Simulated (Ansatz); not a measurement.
## TiC: geometry relaxation (part 1 of 3)

The run: geometry relaxation of TiC (disordered cell, 18 atoms in the cell). Method and program: DFT PBE, scalar-relativistic, plane waves, PAW, no spin polarisation (Ansatz 0.2.0).

It belongs to a series of runs on one base structure; here: the last frame of the dynamics. Figures and captions count atoms from 1; the log counts them from 0 in places.

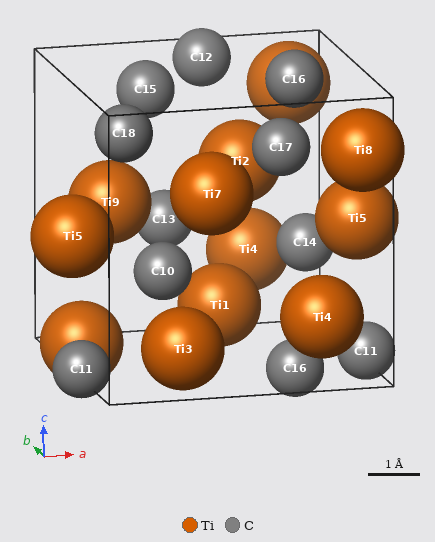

Figure 1. The input geometry (spheres-only view of the cell of the calculation, seen slightly off an axis; atoms are numbered from 1 in the order of the input). An atom can appear more than once, as a periodic image.

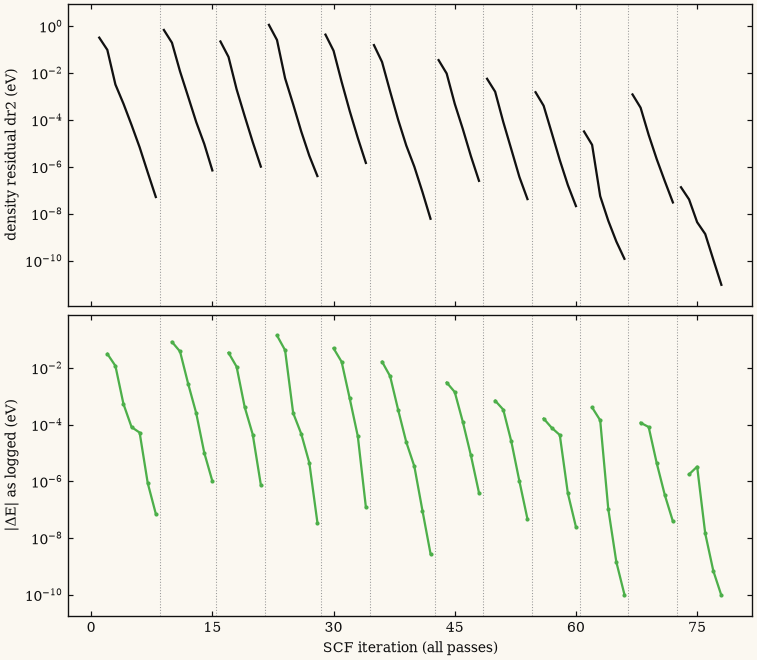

Figure 2. Convergence of the self-consistent field: density residual dr2 and size of the energy change against the SCF iteration. The dotted lines part the SCF passes of the relaxation: geometry steps, rejected trials and re-solves on a re-selected basis. The 12 passes take 6 to 8 iterations each, 78 in all.

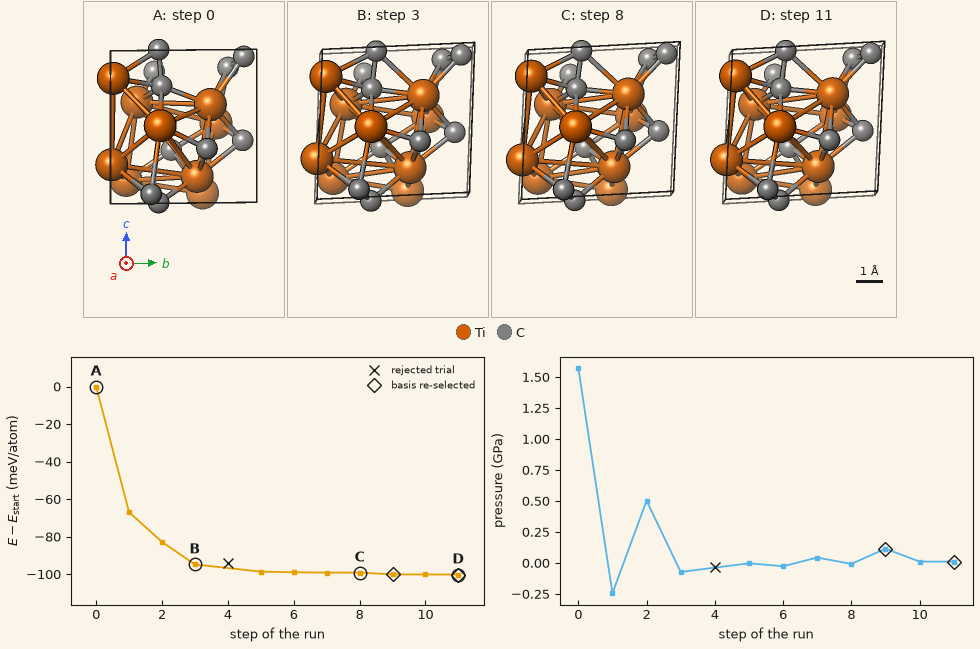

Figure 3. Frames of the relaxation (ball-and-stick view of the cell of the calculation, along the a axis) above the curves, on which the letters mark them (the first geometry is step 0 here and step 1 in the log).

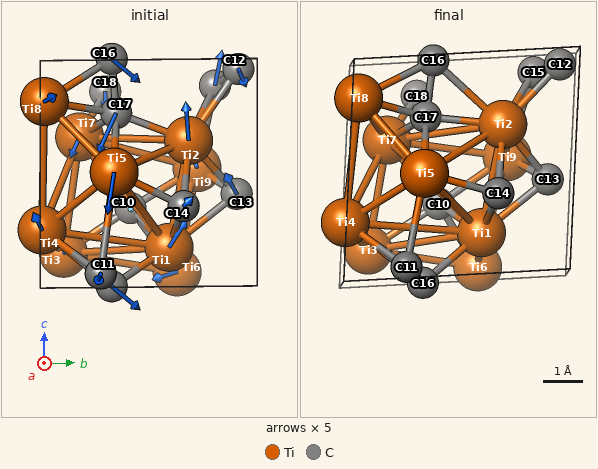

Figure 4. Before (left) and after (right) the relaxation, at one scale (ball-and-stick view of the cell of the calculation, along the a axis). The blue arrows give the displacements (without the part carried along by the change of the cell), magnified 5 times. Over 9 geometry steps the energy falls by 100 meV per atom. The largest force component goes from 1.8 to 0.018 eV/Å. The pressure goes from 1.58 to 0.01 GPa. The line search rejected the trial step at point 4 (counted from 0) and went back. The basis was re-selected once at an unchanged geometry, which shifts the energy a little without any move. C17 moves most relative to the cell: 0.24 Å. By element the largest moves are C 0.24 Å, Ti 0.23 Å. Cell: a 5.950 → 5.881 Å (−1.2 %), b 5.641 → 5.894 Å (+4.5 %), c 5.900 → 5.774 Å (−2.1 %), α 89.5° → 84.1°, β 90.9° → 87.4°, γ 86.7° → 84.6°. Volume +0.2 %. Among the contacts that change: Ti2–C16 2.942 → 2.470 Å, Ti6–Ti9 3.339 → 2.994 Å, Ti5–Ti6 3.157 → 2.832 Å, Ti3–Ti6 3.102 → 3.425 Å. Among the angles that change: Ti2–C17–C16 116.0° → 88.4°, Ti1–C16–C17 109.6° → 128.2°, Ti5–C14–Ti6 98.3° → 84.8°. The energy change given includes the shifts at the re-selections in mid-walk, which come without any move. A last SCF at the same geometry on a re-selected plane-wave basis shifts the energy by next to nothing (0.0 meV per atom). (Atoms are counted from 1 in the order of the input.)

These pictures come from the run below.

Input file:
```yaml
crystal:
  lattice:
    - [5.947033, 0.167704, -0.046709]
    - [0.167704, 5.638568, 0.027288]
    - [-0.046709, 0.027288, 5.899995]
  atoms:
    - { symbol: Ti, position: [0.5415446114, 0.5932045001, 0.173646826] }
    - { symbol: Ti, position: [0.6377361189, 0.6832846865, 0.6428406027] }
    - { symbol: Ti, position: [0.2866754859, 0.1067850101, 0.1520490801] }
    - { symbol: Ti, position: [0.7500069107, 0.0081450514, 0.2555413588] }
    - { symbol: Ti, position: [0.9597503979, 0.3402610209, 0.506986327] }
    - { symbol: Ti, position: [0.0668476365, 0.6298563243, 0.065112833] }
    - { symbol: Ti, position: [0.4087006274, 0.1812156687, 0.6631177028] }
    - { symbol: Ti, position: [0.8972697318, 0.018651159, 0.820016024] }
    - { symbol: Ti, position: [0.1903416613, 0.7214838744, 0.5223044418] }
    - { symbol: C, position: [0.2970149599, 0.4154906305, 0.3476778092] }
    - { symbol: C, position: [0.9750938115, 0.2784282886, 0.0609272328] }
    - { symbol: C, position: [0.5647963067, 0.9124232365, 0.9543071152] }
    - { symbol: C, position: [0.4298647073, 0.9047142948, 0.4057933891] }
    - { symbol: C, position: [0.8621624264, 0.6603548381, 0.3539868175] }
    - { symbol: C, position: [0.3391023003, 0.804767816, 0.8831672272] }
    - { symbol: C, position: [0.7386018985, 0.3291946849, 0.0048238428] }
    - { symbol: C, position: [0.6968046429, 0.3495712099, 0.7667015571] }
    - { symbol: C, position: [0.1309072101, 0.299122051, 0.8618088959] }
  symmetry: { detect: false }
basis:
  ecutwfc: 420
kpoints:
  mp_grid: { grid: [2, 2, 2], shift: [0.5, 0.5, 0.5] }
hamiltonian:
  xc: pbe
scf:
  occupations: { method: gaussian, width: 0.1 }
  lower_state_search: "off"
output:
  forces: true
  stress: true
  eigenvalues: true
relax:
  adjacent_minimum: "off"
  f_tol: 0.04
  max_steps: 70
  cell: { stress_tol: 0.3 }
```

Launch command:
```bash
ansatz run input.yaml --threads 2 --pin off --max-ram 5120MiB --backend cpu --events-out ev --progress --plain --runs-dir out
```

The program's output:
```
Engine: ansatz 0.2.0, x86_64-unknown-linux-gnu
Pseudopotentials: kind: paw
Pseudopotential: Ti, paw, valence charge 12, recommended cutoff 420 eV (normal), Ti.paw.azcp
Pseudopotential: C, paw, valence charge 4, recommended cutoff 420 eV (normal), C.paw.azcp
Functional definition: PBE
  parameter kappa = 0.804
  parameter beta = 0.06672455060314922
  exchange = pbe_x(kappa = kappa, mu = beta*pi^2/3)
  correlation = pbe_c(beta = beta)
Crystal: 18 atoms, lattice volume = 197.660 Å³
Basis set: ecut = 420 eV, 3857 PW (Γ), exchange–correlation on 80×80×80 points (8 copies of the dense FFT grid, shifted against one another)
Bands: 90, of which v1, the nominal top of the filled ones, is band 72 counted from 1 (71 counted from 0)
Symmetry: 1 space group operations
k-points: 4 of 8 (time reversal used)
Non-local potential: Ti, projectors of the file, l = 0: 3, l = 1: 2, l = 2: 3, l = 3: 1
Non-local potential: C, projectors of the file, l = 0: 2, l = 1: 2, l = 2: 1
PAW form: soft (Blöchl's): semilocal exchange-correlation on the pseudo side does not see the compensation charge
PAW one-centre angular grid: Ti, 590 points (default); XC on 64 Gauss nodes
PAW one-centre angular grid: C, 110 points (default); XC on 64 Gauss nodes
Initial density: superposition of atomic densities (neutral atoms: chi_scale 0, normalization atom), corrected by the library's trained network
Initial wavefunctions: pseudopotential atomic-orbital guess
Functional: x = pbe(κ = 0.804, μ = 0.2195149727645171), c = pbe(β = 0.06672455060314922)
SCF iter   1: F=—  HF=-24759.083762 eV  |F-HF|=—  |Δ(HF+E_count)|=         —  Δρ=1.07e-2  dr2=3.25e-1  ethr=1.77e-3  ⟨swp⟩=4.0  Hψ=1372  notcnv=0
preconditioner: auto → Kerker (q_TF=auto, 2.588 Å⁻¹)  [metal: Δε(μ)=0.049 eV  Ē_g=6.602 eV  σ=0.100 eV  W_gap=0.27  n_scr=60 (ndim 8)  ℏωp=22.4 eV  f_vac=0.000  D(μ)=8.96/eV (n_scr^D=80)]
SCF iter   2: F=—  HF=-24759.052176 eV  |F-HF|=—  |Δ(HF+E_count)|=   3.16e-2  Δρ=5.64e-3  dr2=9.80e-2  ethr=2.26e-4  ⟨swp⟩=1.0  Hψ=416  notcnv=0
SCF iter   3: F=—  HF=-24759.040266 eV  |F-HF|=—  |Δ(HF+E_count)|=   1.19e-2  Δρ=1.09e-3  dr2=3.27e-3  ethr=6.81e-5  ⟨swp⟩=2.0  Hψ=363  notcnv=0
SCF iter   4: F=—  HF=-24759.039731 eV  |F-HF|=—  |Δ(HF+E_count)|=   5.34e-4  Δρ=4.08e-4  dr2=4.94e-4  ethr=2.27e-6  ⟨swp⟩=2.0  Hψ=435  notcnv=0
SCF iter   5: F=—  HF=-24759.039649 eV  |F-HF|=—  |Δ(HF+E_count)|=   8.23e-5  Δρ=1.30e-4  dr2=6.12e-5  ethr=3.43e-7  ⟨swp⟩=2.0  Hψ=455  notcnv=0
SCF iter   6: F=—  HF=-24759.039596 eV  |F-HF|=—  |Δ(HF+E_count)|=   5.26e-5  Δρ=4.47e-5  dr2=6.86e-6  ethr=4.25e-8  ⟨swp⟩=2.0  Hψ=473  notcnv=0  defer=1
SCF iter   7: F=—  HF=-24759.039595 eV  |F-HF|=—  |Δ(HF+E_count)|=   8.75e-7  Δρ=1.29e-5  dr2=5.86e-7  ethr=4.76e-9  ⟨swp⟩=2.0  Hψ=455  notcnv=0  defer=1
SCF iter   8: F=-24759.039595 eV  HF=-24759.039595 eV  |F-HF|=2.98e-8  |Δ(HF+E_count)|=   7.19e-8  Δρ=4.01e-6  dr2=5.22e-8  ethr=6.94e-11  ⟨swp⟩=11.8  Hψ=1423  notcnv=0
SCF 1 converged in 8 iterations: F = -24759.039595 eV  dr2 = 5.22e-8
  greatest PAW one-centre occupation: 0.999 electrons in one spin orbital (limit 2), on the Ti atom at site 6 (counted from 0), in its partial waves of l = 0
relax step   1: F+E_penalty+E_count = -24759.03959537 eV  Δ(F+E_penalty+E_count) = +0.000e0 eV  max|allowed force component| = 1.829e0 eV/Å  Δτ_max = 0.0000 Å  P = +1.575 GPa  Ω = 197.660 Å³  (8 SCF iters, dr2 threshold 1.00e-7 eV, accepted)
Crystal: 18 atoms, lattice volume = 199.230 Å³
Basis set: ecut = 420 eV, 3909 PW (Γ), exchange–correlation on 80×80×80 points (8 copies of the dense FFT grid, shifted against one another)
Initial density: handed on by an earlier stage of this run
Initial wavefunctions: those handed on with the density
iter 1 solved again at ethr=4.73e-4 eV; its pass at ethr=3.10e-3 eV (dr2=6.81e-1 eV) is discarded
SCF iter   1: F=—  HF=-24760.368566 eV  |F-HF|=—  |Δ(HF+E_count)|=         —  Δρ=1.61e-2  dr2=6.90e-1  ethr=4.73e-4  ⟨swp⟩=2.0  Hψ=1912  notcnv=0
preconditioner: auto → Kerker (q_TF=auto, 2.585 Å⁻¹)  [metal: Δε(μ)=0.096 eV  Ē_g=6.627 eV  σ=0.100 eV  W_gap=0.50  n_scr=62 (ndim 8)  ℏωp=22.3 eV  f_vac=0.000  D(μ)=6.93/eV (n_scr^D=56)]
SCF iter   2: F=—  HF=-24760.285480 eV  |F-HF|=—  |Δ(HF+E_count)|=   8.31e-2  Δρ=8.37e-3  dr2=1.97e-1  ethr=4.73e-4  ⟨swp⟩=2.0  Hψ=433  notcnv=0
SCF iter   3: F=—  HF=-24760.247263 eV  |F-HF|=—  |Δ(HF+E_count)|=   3.82e-2  Δρ=1.73e-3  dr2=1.18e-2  ethr=1.37e-4  ⟨swp⟩=2.0  Hψ=455  notcnv=0
SCF iter   4: F=—  HF=-24760.244452 eV  |F-HF|=—  |Δ(HF+E_count)|=   2.81e-3  Δρ=5.86e-4  dr2=9.98e-4  ethr=8.16e-6  ⟨swp⟩=2.0  Hψ=492  notcnv=0
SCF iter   5: F=—  HF=-24760.244197 eV  |F-HF|=—  |Δ(HF+E_count)|=   2.56e-4  Δρ=1.86e-4  dr2=8.24e-5  ethr=6.93e-7  ⟨swp⟩=2.0  Hψ=497  notcnv=0
SCF iter   6: F=—  HF=-24760.244186 eV  |F-HF|=—  |Δ(HF+E_count)|=   1.02e-5  Δρ=6.11e-5  dr2=9.50e-6  ethr=5.72e-8  ⟨swp⟩=2.0  Hψ=494  notcnv=0
SCF iter   7: F=-24760.244185 eV  HF=-24760.244185 eV  |F-HF|=2.82e-7  |Δ(HF+E_count)|=   1.02e-6  Δρ=1.68e-5  dr2=7.09e-7  ethr=1.25e-9  ⟨swp⟩=8.8  Hψ=1630  notcnv=0
SCF 2 converged in 7 iterations: F = -24760.244185 eV  dr2 = 7.09e-7
[... from here on the iterations of each SCF are left out, up to the last one ...]
relax step   2: F+E_penalty+E_count = -24760.24418510 eV  Δ(F+E_penalty+E_count) = -1.205e0 eV  max|allowed force component| = 1.013e0 eV/Å  Δτ_max = 0.1396 Å  P = -0.244 GPa  Ω = 199.230 Å³  energy of the carried Pulay correction = -2.364e-3 eV  (7 SCF iters, dr2 threshold 1.80e-6 eV, accepted)
Crystal: 18 atoms, lattice volume = 198.268 Å³
Basis set: ecut = 420 eV, 3887 PW (Γ), exchange–correlation on 80×80×80 points (8 copies of the dense FFT grid, shifted against one another)
preconditioner: auto → Resta (q_TF=auto, 2.587 Å⁻¹)  ε∞=12.4  [insulator: Δε(μ)=0.123 eV  Ē_g=6.634 eV  σ=0.100 eV  W_gap=0.61  n_scr=62 (ndim 8)  ℏωp=22.4 eV  f_vac=0.000  D(μ)=4.97/eV (n_scr^D=26)  ε∞_Penn≈12.4]
SCF 3 converged in 6 iterations: F = -24760.529228 eV  dr2 = 1.03e-6
relax step   3: F+E_penalty+E_count = -24760.52922846 eV  Δ(F+E_penalty+E_count) = -2.850e-1 eV  max|allowed force component| = 5.928e-1 eV/Å  Δτ_max = 0.0671 Å  P = +0.503 GPa  Ω = 198.268 Å³  energy of the carried Pulay correction = -9.176e-4 eV  (6 SCF iters, dr2 threshold 1.80e-6 eV, accepted)
Crystal: 18 atoms, lattice volume = 199.211 Å³
Basis set: ecut = 420 eV, 3893 PW (Γ), exchange–correlation on 80×80×80 points (8 copies of the dense FFT grid, shifted against one another)
preconditioner: auto → Resta (q_TF=auto, 2.585 Å⁻¹)  ε∞=12.4  [insulator: Δε(μ)=0.098 eV  Ē_g=6.616 eV  σ=0.100 eV  W_gap=0.51  n_scr=62 (ndim 8)  ℏωp=22.3 eV  f_vac=0.000  D(μ)=5.35/eV (n_scr^D=32)  ε∞_Penn≈12.4]
SCF 4 converged in 7 iterations: F = -24760.745465 eV  dr2 = 4.08e-7
relax step   4: F+E_penalty+E_count = -24760.74546475 eV  Δ(F+E_penalty+E_count) = -2.162e-1 eV  max|allowed force component| = 6.345e-1 eV/Å  Δτ_max = 0.2000 Å  P = -0.072 GPa  Ω = 199.211 Å³  energy of the carried Pulay correction = -2.336e-3 eV  (7 SCF iters, dr2 threshold 1.80e-6 eV, accepted)
Crystal: 18 atoms, lattice volume = 197.960 Å³
Basis set: ecut = 420 eV, 3871 PW (Γ), exchange–correlation on 80×80×80 points (8 copies of the dense FFT grid, shifted against one another)
preconditioner: auto → Resta (q_TF=auto, 2.587 Å⁻¹)  ε∞=12.4  [insulator: Δε(μ)=0.101 eV  Ē_g=6.633 eV  σ=0.100 eV  W_gap=0.52  n_scr=62 (ndim 8)  ℏωp=22.4 eV  f_vac=0.000  D(μ)=6.00/eV (n_scr^D=40)  ε∞_Penn≈12.4]
SCF 5 converged in 6 iterations: F = -24760.732696 eV  dr2 = 1.48e-6
relax step   5: F+E_penalty+E_count = -24760.73269640 eV  Δ(F+E_penalty+E_count) = +1.277e-2 eV  max|allowed force component| = 6.262e-1 eV/Å  Δτ_max = 0.0990 Å  P = -0.030 GPa  Ω = 197.960 Å³  energy of the carried Pulay correction = -4.529e-4 eV  (6 SCF iters, dr2 threshold 1.80e-6 eV, rejected (line search))
Crystal: 18 atoms, lattice volume = 198.477 Å³
Basis set: ecut = 420 eV, 3879 PW (Γ), exchange–correlation on 80×80×80 points (8 copies of the dense FFT grid, shifted against one another)
preconditioner: auto → Resta (q_TF=auto, 2.586 Å⁻¹)  ε∞=12.4  [insulator: Δε(μ)=0.099 eV  Ē_g=6.631 eV  σ=0.100 eV  W_gap=0.51  n_scr=62 (ndim 8)  ℏωp=22.4 eV  f_vac=0.000  D(μ)=5.51/eV (n_scr^D=32)  ε∞_Penn≈12.4]
SCF 6 converged in 8 iterations: F = -24760.813930 eV  dr2 = 6.17e-9
relax step   6: F+E_penalty+E_count = -24760.81393024 eV  Δ(F+E_penalty+E_count) = -6.847e-2 eV  max|allowed force component| = 2.454e-1 eV/Å  Δτ_max = 0.0495 Å  P = -0.002 GPa  Ω = 198.477 Å³  energy of the carried Pulay correction = -1.232e-3 eV  (8 SCF iters, accepted)
Crystal: 18 atoms, lattice volume = 197.884 Å³
Basis set: ecut = 420 eV, 3863 PW (Γ), exchange–correlation on 80×80×80 points (8 copies of the dense FFT grid, shifted against one another)
preconditioner: auto → Kerker (q_TF=auto, 2.588 Å⁻¹)  [metal: Δε(μ)=0.084 eV  Ē_g=6.628 eV  σ=0.100 eV  W_gap=0.45  n_scr=62 (ndim 8)  ℏωp=22.4 eV  f_vac=0.000  D(μ)=5.96/eV (n_scr^D=38)]
SCF 7 converged in 6 iterations: F = -24760.820539 eV  dr2 = 2.55e-7
relax step   7: F+E_penalty+E_count = -24760.82053912 eV  Δ(F+E_penalty+E_count) = -6.609e-3 eV  max|allowed force component| = 1.058e-1 eV/Å  Δτ_max = 0.0350 Å  P = -0.026 GPa  Ω = 197.884 Å³  energy of the carried Pulay correction = -3.387e-4 eV  (6 SCF iters, dr2 threshold 1.80e-6 eV, accepted)
Crystal: 18 atoms, lattice volume = 197.927 Å³
preconditioner: auto → Kerker (q_TF=auto, 2.587 Å⁻¹)  [metal: Δε(μ)=0.088 eV  Ē_g=6.632 eV  σ=0.100 eV  W_gap=0.47  n_scr=62 (ndim 8)  ℏωp=22.4 eV  f_vac=0.000  D(μ)=5.78/eV (n_scr^D=32)]
SCF 8 converged in 6 iterations: F = -24760.823188 eV  dr2 = 4.25e-8
```
